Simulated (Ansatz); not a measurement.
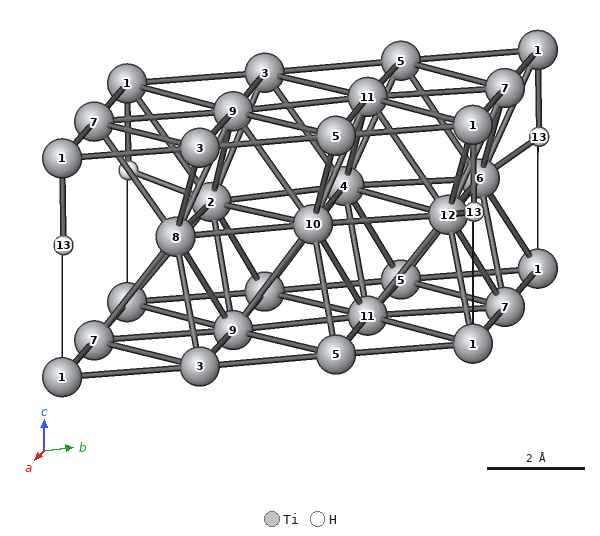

Fig. 1: The input geometry (ball-and-stick view of the cell of the calculation, seen slightly off an axis; atoms are numbered from 1 in the order of the input). An atom can appear more than once, as a periodic image.

Nudged elastic band, with input and output: Ti12H (part 1 of 3)

- system: Ti12H (defect cell, 13 atoms in the cell)
- method: DFT PBE-D3(BJ), scalar-relativistic, plane waves, PAW, no spin polarisation (Ansatz 0.2.0)

It belongs to a series of runs on one base structure; here: band between the two ends. Figures and captions count atoms from 1; the log counts them from 0 in places.

### The input
```yaml
crystal:
  lattice:
    - [5.9, 0.0, 0.0]
    - [-4.425, 7.664325, 0.0]
    - [0.0, 0.0, 4.6846]
  atoms:
    - { symbol: Ti, position: [-0.00154771, -0.00054039, 0.00350109] }
    - { symbol: Ti, position: [0.17644674, 0.23291386, 0.48705778] }
    - { symbol: Ti, position: [-0.00158982, 0.33442145, 0.00090728] }
    - { symbol: Ti, position: [0.16387563, 0.55467573, 0.50634801] }
    - { symbol: Ti, position: [0.00193113, 0.66671871, 0.00606322] }
    - { symbol: Ti, position: [0.17020884, 0.88530968, 0.49201391] }
    - { symbol: Ti, position: [0.49772144, -0.00168313, 0.00028868] }
    - { symbol: Ti, position: [0.66707196, 0.22323147, 0.49751386] }
    - { symbol: Ti, position: [0.5057316, 0.33790424, -0.00183117] }
    - { symbol: Ti, position: [0.6695189, 0.55793827, 0.50418333] }
    - { symbol: Ti, position: [0.49440777, 0.66360053, 0.01010554] }
    - { symbol: Ti, position: [0.65582629, 0.88482236, 0.49288071] }
    - { symbol: H, position: [0.00179363, 0.00335151, 0.60695296] }
basis:
  ecutwfc: 420.0
kpoints:
  mp_grid: { grid: [3, 2, 4] }
hamiltonian:
  xc: pbe
  dispersion: d3bj
scf:
  occupations: { method: gaussian, width: 0.1 }
  lower_state_search: "off"
neb:
  images: 7
  f_tol: 0.03
  initial_path: idpp
  max_iterations: 80
  final_atoms:
    - { symbol: Ti, position: [-0.00121891, -0.00105495, -0.00577253] }
    - { symbol: Ti, position: [0.17540778, 0.23179465, 0.51087479] }
    - { symbol: Ti, position: [-0.00084338, 0.33459998, -0.00167516] }
    - { symbol: Ti, position: [0.16444742, 0.55445468, 0.49399717] }
    - { symbol: Ti, position: [0.00155748, 0.66589943, -0.00607343] }
    - { symbol: Ti, position: [0.17026767, 0.8848135, 0.50680692] }
    - { symbol: Ti, position: [0.49867181, -0.00146884, -0.00107756] }
    - { symbol: Ti, position: [0.66725301, 0.22314604, 0.5023947] }
    - { symbol: Ti, position: [0.50515681, 0.33722966, 0.00088303] }
    - { symbol: Ti, position: [0.6687181, 0.55698956, 0.49617003] }
    - { symbol: Ti, position: [0.49502629, 0.66370836, -0.00955869] }
    - { symbol: Ti, position: [0.65645433, 0.88445944, 0.50630037] }
    - { symbol: H, position: [0.00166162, 0.00231391, 0.39009208] }
  order_check: true
```

Machine: 4 threads of Intel Xeon @ 2.50GHz (Skylake/Cascade Lake), 16 GiB of memory available, shared host.

Command:
```bash
ansatz run input.yaml --threads 4 --pin off --max-ram 10240MiB --backend cpu --events-out ev --progress --plain --runs-dir out
```

### What the program printed
```
Warning: neb: disabling space-group detection — the band's intermediate images generally break the endpoint symmetry, so no spatial operation reduces the k-mesh or symmetrises the density, except that a semilocal band can use its path's symmetry ahead of convergence; time reversal is kept, so that k and −k are solved as one point where they differ and the mesh holds both, and exact exchange and, on two spinor components, a DFT+U term hold to it where the run has them: on two components no moment then forms, and a state that bears one, which a typed moment (crystal.atoms[].spin; refused beside efield: under a hybrid functional) reaches, can lie lower, under hf by electronvolts; crystal.symmetry.detect: false (a key that needs symmetry detection or time reversal refuses this as the deck is read) with time_reversal: false beside it drops time reversal too
Engine: ansatz 0.2.0, x86_64-unknown-linux-gnu
Pseudopotentials: kind: paw
Pseudopotential: Ti, paw, valence charge 12, recommended cutoff 420 eV (normal), Ti.paw.azcp
Pseudopotential: H, paw, valence charge 1, recommended cutoff 420 eV (normal), H.paw.azcp
Functional definition: PBE
  parameter kappa = 0.804
  parameter beta = 0.06672455060314922
  exchange = pbe_x(kappa = kappa, mu = beta*pi^2/3)
  correlation = pbe_c(beta = beta)
parallel-image band execution: 4 concurrent image workers
NEB image 0
Crystal: 13 atoms, lattice volume = 211.835 Å³
Basis set: ecut = 420 eV, 4161 PW (Γ), exchange–correlation on 80×120×64 points (8 copies of the dense FFT grid, shifted against one another)
Bands: 87, of which v1, the nominal top of the filled ones, is band 73 counted from 1 (72 counted from 0)
Symmetry: 1 space group operations
k-points: 14 of 24 (time reversal used)
Non-local potential: Ti, projectors of the file, l = 0: 3, l = 1: 2, l = 2: 3, l = 3: 1
Non-local potential: H, projectors of the file, l = 0: 2, l = 1: 1
PAW form: soft (Blöchl's): semilocal exchange-correlation on the pseudo side does not see the compensation charge
PAW one-centre angular grid: Ti, 590 points (default); XC on 64 Gauss nodes
PAW one-centre angular grid: H, 110 points (default); XC on 64 Gauss nodes
Initial density: superposition of atomic densities (neutral atoms: chi_scale 0, normalization atom), corrected by the library's trained network
Initial wavefunctions: pseudopotential atomic-orbital guess
Functional: x = pbe(κ = 0.804, μ = 0.2195149727645171), c = pbe(β = 0.06672455060314922)
SCF iter   1: F=—  HF=-30019.464434 eV  |F-HF|=—  |Δ(HF+E_count)|=         —  Δρ=6.43e-3  dr2=1.11e-1  ethr=1.77e-3  ⟨swp⟩=7.1  Hψ=5046  notcnv=0
preconditioner: auto → Kerker (q_TF=auto, 2.561 Å⁻¹)  [metal: Δε(μ)=0.012 eV  Ē_g=2.487 eV  σ=0.100 eV  W_gap=0.07  n_scr=64 (ndim 8)  ℏωp=17.9 eV  f_vac=0.000  D(μ)=20.65/eV (n_scr^D=250)]
SCF iter   2: F=—  HF=-30019.460838 eV  |F-HF|=—  |Δ(HF+E_count)|=   3.60e-3  Δρ=3.14e-3  dr2=1.86e-2  ethr=7.65e-5  ⟨swp⟩=1.7  Hψ=1461  notcnv=0
SCF iter   3: F=—  HF=-30019.460709 eV  |F-HF|=—  |Δ(HF+E_count)|=   1.28e-4  Δρ=7.70e-4  dr2=9.14e-4  ethr=1.29e-5  ⟨swp⟩=2.0  Hψ=1531  notcnv=0
SCF iter   4: F=—  HF=-30019.460753 eV  |F-HF|=—  |Δ(HF+E_count)|=   4.31e-5  Δρ=2.59e-4  dr2=1.24e-4  ethr=6.31e-7  ⟨swp⟩=2.1  Hψ=1539  notcnv=0
SCF iter   5: F=—  HF=-30019.460759 eV  |F-HF|=—  |Δ(HF+E_count)|=   6.02e-6  Δρ=4.77e-5  dr2=4.12e-6  ethr=8.52e-8  ⟨swp⟩=2.1  Hψ=1532  notcnv=0
SCF iter   6: F=—  HF=-30019.460841 eV  |F-HF|=—  |Δ(HF+E_count)|=   8.21e-5  Δρ=1.25e-5  dr2=2.88e-7  ethr=2.84e-9  ⟨swp⟩=2.2  Hψ=1717  notcnv=0
SCF iter   7: F=-30019.460841 eV  HF=-30019.460841 eV  |F-HF|=1.00e-8  |Δ(HF+E_count)|=   1.78e-8  Δρ=2.91e-6  dr2=1.94e-8  ethr=6.90e-11  ⟨swp⟩=4.1  Hψ=3690  notcnv=0
SCF 1 converged in 7 iterations: F = -30019.460841 eV  dr2 = 1.94e-8
  greatest PAW one-centre occupation: 0.999 electrons in one spin orbital (limit 2), on the Ti atom at site 10 (counted from 0), in its partial waves of l = 0
NSCF: frozen V_eff on 14 k-points
NEB image 8
SCF iter   1: F=—  HF=-30019.464117 eV  |F-HF|=—  |Δ(HF+E_count)|=         —  Δρ=6.47e-3  dr2=1.14e-1  ethr=1.77e-3  ⟨swp⟩=7.3  Hψ=5064  notcnv=0
preconditioner: auto → Kerker (q_TF=auto, 2.561 Å⁻¹)  [metal: Δε(μ)=0.017 eV  Ē_g=2.487 eV  σ=0.100 eV  W_gap=0.09  n_scr=64 (ndim 8)  ℏωp=17.9 eV  f_vac=0.000  D(μ)=20.72/eV (n_scr^D=250)]
SCF iter   2: F=—  HF=-30019.460590 eV  |F-HF|=—  |Δ(HF+E_count)|=   3.53e-3  Δρ=3.14e-3  dr2=1.92e-2  ethr=7.89e-5  ⟨swp⟩=1.7  Hψ=1455  notcnv=0
SCF iter   3: F=—  HF=-30019.460449 eV  |F-HF|=—  |Δ(HF+E_count)|=   1.40e-4  Δρ=7.73e-4  dr2=9.24e-4  ethr=1.32e-5  ⟨swp⟩=2.0  Hψ=1533  notcnv=0
SCF iter   4: F=—  HF=-30019.460496 eV  |F-HF|=—  |Δ(HF+E_count)|=   4.70e-5  Δρ=2.73e-4  dr2=1.35e-4  ethr=6.38e-7  ⟨swp⟩=2.1  Hψ=1600  notcnv=0
SCF iter   5: F=—  HF=-30019.460508 eV  |F-HF|=—  |Δ(HF+E_count)|=   1.13e-5  Δρ=4.72e-5  dr2=4.11e-6  ethr=9.34e-8  ⟨swp⟩=2.0  Hψ=1531  notcnv=0
SCF iter   6: F=—  HF=-30019.460586 eV  |F-HF|=—  |Δ(HF+E_count)|=   7.79e-5  Δρ=1.24e-5  dr2=2.99e-7  ethr=2.84e-9  ⟨swp⟩=2.3  Hψ=1787  notcnv=0
SCF iter   7: F=-30019.460586 eV  HF=-30019.460586 eV  |F-HF|=1.17e-8  |Δ(HF+E_count)|=   1.39e-8  Δρ=2.98e-6  dr2=2.09e-8  ethr=6.90e-11  ⟨swp⟩=4.1  Hψ=3702  notcnv=0
SCF 2 converged in 7 iterations: F = -30019.460586 eV  dr2 = 2.09e-8
NSCF: frozen V_eff on 14 k-points
NEB end point (image 0): max|allowed force component| = 2.804e-2 eV/Å (the criterion of neb.relax_end_points is 1.000e-2)
NEB end point (image 8): max|allowed force component| = 2.746e-2 eV/Å (the criterion of neb.relax_end_points is 1.000e-2)
NEB image 1
SCF iter   1: F=—  HF=-30019.412282 eV  |F-HF|=—  |Δ(HF+E_count)|=         —  Δρ=6.45e-3  dr2=1.12e-1  ethr=1.77e-3  ⟨swp⟩=7.4  Hψ=5075  notcnv=0
preconditioner: auto → Kerker (q_TF=auto, 2.561 Å⁻¹)  [metal: Δε(μ)=0.007 eV  Ē_g=2.493 eV  σ=0.100 eV  W_gap=0.04  n_scr=64 (ndim 8)  ℏωp=17.9 eV  f_vac=0.000  D(μ)=21.51/eV (n_scr^D=276)]
SCF iter   2: F=—  HF=-30019.408446 eV  |F-HF|=—  |Δ(HF+E_count)|=   3.84e-3  Δρ=3.13e-3  dr2=1.83e-2  ethr=7.75e-5  ⟨swp⟩=1.6  Hψ=1438  notcnv=0  defer=1
SCF iter   3: F=—  HF=-30019.408410 eV  |F-HF|=—  |Δ(HF+E_count)|=   3.58e-5  Δρ=7.71e-4  dr2=9.12e-4  ethr=1.26e-5  ⟨swp⟩=2.1  Hψ=1593  notcnv=0  defer=1
SCF iter   4: F=—  HF=-30019.408453 eV  |F-HF|=—  |Δ(HF+E_count)|=   4.27e-5  Δρ=2.57e-4  dr2=1.22e-4  ethr=6.29e-7  ⟨swp⟩=2.0  Hψ=1534  notcnv=0  defer=1
SCF iter   5: F=—  HF=-30019.408459 eV  |F-HF|=—  |Δ(HF+E_count)|=   5.97e-6  Δρ=4.73e-5  dr2=3.98e-6  ethr=8.38e-8  ⟨swp⟩=2.0  Hψ=1531  notcnv=0  defer=1
SCF iter   6: F=—  HF=-30019.408600 eV  |F-HF|=—  |Δ(HF+E_count)|=   1.42e-4  Δρ=1.20e-5  dr2=2.48e-7  ethr=2.74e-9  ⟨swp⟩=2.0  Hψ=1560  notcnv=0  defer=1
SCF iter   7: F=-30019.408600 eV  HF=-30019.408600 eV  |F-HF|=1.02e-8  |Δ(HF+E_count)|=   2.39e-8  Δρ=2.85e-6  dr2=1.91e-8  ethr=6.90e-11  ⟨swp⟩=4.0  Hψ=3679  notcnv=0
SCF 3 converged in 7 iterations: F = -30019.408600 eV  dr2 = 1.91e-8
[...]
  greatest PAW one-centre occupation: 0.999 electrons in one spin orbital (limit 2), on the Ti atom at site 9 (counted from 0), in its partial waves of l = 0
NEB image 2
preconditioner: auto → Kerker (q_TF=auto, 2.561 Å⁻¹)  [metal: Δε(μ)=0.011 eV  Ē_g=2.487 eV  σ=0.100 eV  W_gap=0.06  n_scr=64 (ndim 8)  ℏωp=17.9 eV  f_vac=0.000  D(μ)=22.09/eV (n_scr^D=292)]
NEB image 3
preconditioner: auto → Kerker (q_TF=auto, 2.561 Å⁻¹)  [metal: Δε(μ)=0.004 eV  Ē_g=2.486 eV  σ=0.100 eV  W_gap=0.02  n_scr=64 (ndim 8)  ℏωp=17.9 eV  f_vac=0.000  D(μ)=22.39/eV (n_scr^D=300)]
NEB image 4
preconditioner: auto → Kerker (q_TF=auto, 2.561 Å⁻¹)  [metal: Δε(μ)=0.016 eV  Ē_g=2.486 eV  σ=0.100 eV  W_gap=0.09  n_scr=64 (ndim 8)  ℏωp=17.9 eV  f_vac=0.000  D(μ)=22.48/eV (n_scr^D=300)]
NEB image 5
preconditioner: auto → Kerker (q_TF=auto, 2.561 Å⁻¹)  [metal: Δε(μ)=0.004 eV  Ē_g=2.490 eV  σ=0.100 eV  W_gap=0.02  n_scr=64 (ndim 8)  ℏωp=17.9 eV  f_vac=0.000  D(μ)=22.40/eV (n_scr^D=300)]
NEB image 6
preconditioner: auto → Kerker (q_TF=auto, 2.561 Å⁻¹)  [metal: Δε(μ)=0.013 eV  Ē_g=2.488 eV  σ=0.100 eV  W_gap=0.07  n_scr=64 (ndim 8)  ℏωp=17.9 eV  f_vac=0.000  D(μ)=22.11/eV (n_scr^D=296)]
NEB image 7
preconditioner: auto → Kerker (q_TF=auto, 2.561 Å⁻¹)  [metal: Δε(μ)=0.010 eV  Ē_g=2.493 eV  σ=0.100 eV  W_gap=0.06  n_scr=64 (ndim 8)  ℏωp=17.9 eV  f_vac=0.000  D(μ)=21.56/eV (n_scr^D=280)]
NEB iter   1: max|band force component| = 1.572e0 eV/Å  barrier→ = 0.2881 eV  barrier← = 0.2879 eV  Δτ_max = 0.1893 Å  (63 SCF iters)
NEB image 1
Initial density: handed on by an earlier stage of this run
Initial wavefunctions: those handed on with the density
preconditioner: auto → Kerker (q_TF=auto, 2.561 Å⁻¹)  [metal: Δε(μ)=0.010 eV  Ē_g=2.490 eV  σ=0.100 eV  W_gap=0.05  n_scr=64 (ndim 8)  ℏωp=17.9 eV  f_vac=0.000  D(μ)=22.08/eV (n_scr^D=292)]
NEB image 2
preconditioner: auto → Kerker (q_TF=auto, 2.561 Å⁻¹)  [metal: Δε(μ)=0.002 eV  Ē_g=2.493 eV  σ=0.100 eV  W_gap=0.01  n_scr=64 (ndim 8)  ℏωp=17.9 eV  f_vac=0.000  D(μ)=22.66/eV (n_scr^D=300)]
NEB image 3
preconditioner: auto → Kerker (q_TF=auto, 2.561 Å⁻¹)  [metal: Δε(μ)=0.004 eV  Ē_g=2.491 eV  σ=0.100 eV  W_gap=0.02  n_scr=64 (ndim 8)  ℏωp=17.9 eV  f_vac=0.000  D(μ)=23.07/eV (n_scr^D=312)]
NEB image 4
preconditioner: auto → Kerker (q_TF=auto, 2.561 Å⁻¹)  [metal: Δε(μ)=0.011 eV  Ē_g=2.498 eV  σ=0.100 eV  W_gap=0.06  n_scr=64 (ndim 8)  ℏωp=17.9 eV  f_vac=0.000  D(μ)=23.20/eV (n_scr^D=312)]
  greatest PAW one-centre occupation: 0.999 electrons in one spin orbital (limit 2), on the Ti atom at site 2 (counted from 0), in its partial waves of l = 0
NEB image 5
preconditioner: auto → Kerker (q_TF=auto, 2.561 Å⁻¹)  [metal: Δε(μ)=0.002 eV  Ē_g=2.491 eV  σ=0.100 eV  W_gap=0.01  n_scr=64 (ndim 8)  ℏωp=17.9 eV  f_vac=0.000  D(μ)=23.04/eV (n_scr^D=312)]
NEB image 6
preconditioner: auto → Kerker (q_TF=auto, 2.561 Å⁻¹)  [metal: Δε(μ)=0.004 eV  Ē_g=2.493 eV  σ=0.100 eV  W_gap=0.02  n_scr=64 (ndim 8)  ℏωp=17.9 eV  f_vac=0.000  D(μ)=22.61/eV (n_scr^D=300)]
NEB image 7
preconditioner: auto → Kerker (q_TF=auto, 2.561 Å⁻¹)  [metal: Δε(μ)=0.012 eV  Ē_g=2.491 eV  σ=0.100 eV  W_gap=0.07  n_scr=64 (ndim 8)  ℏωp=17.9 eV  f_vac=0.000  D(μ)=22.02/eV (n_scr^D=288)]
NEB iter   2: max|band force component| = 5.179e-1 eV/Å  barrier→ = 0.1577 eV  barrier← = 0.1574 eV  Δτ_max = 0.0532 Å  (52 SCF iters)
NEB image 1
preconditioner: auto → Kerker (q_TF=auto, 2.561 Å⁻¹)  [metal: Δε(μ)=0.005 eV  Ē_g=2.483 eV  σ=0.100 eV  W_gap=0.03  n_scr=64 (ndim 8)  ℏωp=17.9 eV  f_vac=0.000  D(μ)=22.15/eV (n_scr^D=296)]
NEB image 2
preconditioner: auto → Kerker (q_TF=auto, 2.561 Å⁻¹)  [metal: Δε(μ)=0.013 eV  Ē_g=2.479 eV  σ=0.100 eV  W_gap=0.07  n_scr=64 (ndim 8)  ℏωp=17.9 eV  f_vac=0.000  D(μ)=22.60/eV (n_scr^D=300)]
NEB image 3
preconditioner: auto → Kerker (q_TF=auto, 2.561 Å⁻¹)  [metal: Δε(μ)=0.019 eV  Ē_g=2.481 eV  σ=0.100 eV  W_gap=0.11  n_scr=64 (ndim 8)  ℏωp=17.9 eV  f_vac=0.000  D(μ)=22.73/eV (n_scr^D=304)]
  greatest PAW one-centre occupation: 0.999 electrons in one spin orbital (limit 2), on the Ti atom at site 6 (counted from 0), in its partial waves of l = 0
NEB image 4
preconditioner: auto → Kerker (q_TF=auto, 2.561 Å⁻¹)  [metal: Δε(μ)=0.023 eV  Ē_g=2.480 eV  σ=0.100 eV  W_gap=0.13  n_scr=64 (ndim 8)  ℏωp=17.9 eV  f_vac=0.000  D(μ)=22.75/eV (n_scr^D=304)]
NEB image 5
NEB image 6
preconditioner: auto → Kerker (q_TF=auto, 2.561 Å⁻¹)  [metal: Δε(μ)=0.012 eV  Ē_g=2.479 eV  σ=0.100 eV  W_gap=0.07  n_scr=64 (ndim 8)  ℏωp=17.9 eV  f_vac=0.000  D(μ)=22.59/eV (n_scr^D=300)]
NEB image 7
preconditioner: auto → Kerker (q_TF=auto, 2.561 Å⁻¹)  [metal: Δε(μ)=0.008 eV  Ē_g=2.483 eV  σ=0.100 eV  W_gap=0.04  n_scr=64 (ndim 8)  ℏωp=17.9 eV  f_vac=0.000  D(μ)=22.10/eV (n_scr^D=296)]
NEB iter   3: max|band force component| = 2.142e-1 eV/Å  barrier→ = 0.1244 eV  barrier← = 0.1241 eV  CI = image 4  Δτ_max = 0.0173 Å  (52 SCF iters)
NEB image 1
preconditioner: auto → Kerker (q_TF=auto, 2.561 Å⁻¹)  [metal: Δε(μ)=0.003 eV  Ē_g=2.488 eV  σ=0.100 eV  W_gap=0.02  n_scr=64 (ndim 8)  ℏωp=17.9 eV  f_vac=0.000  D(μ)=22.17/eV (n_scr^D=296)]
NEB image 2
preconditioner: auto → Kerker (q_TF=auto, 2.561 Å⁻¹)  [metal: Δε(μ)=0.012 eV  Ē_g=2.484 eV  σ=0.100 eV  W_gap=0.07  n_scr=64 (ndim 8)  ℏωp=17.9 eV  f_vac=0.000  D(μ)=22.79/eV (n_scr^D=308)]
```
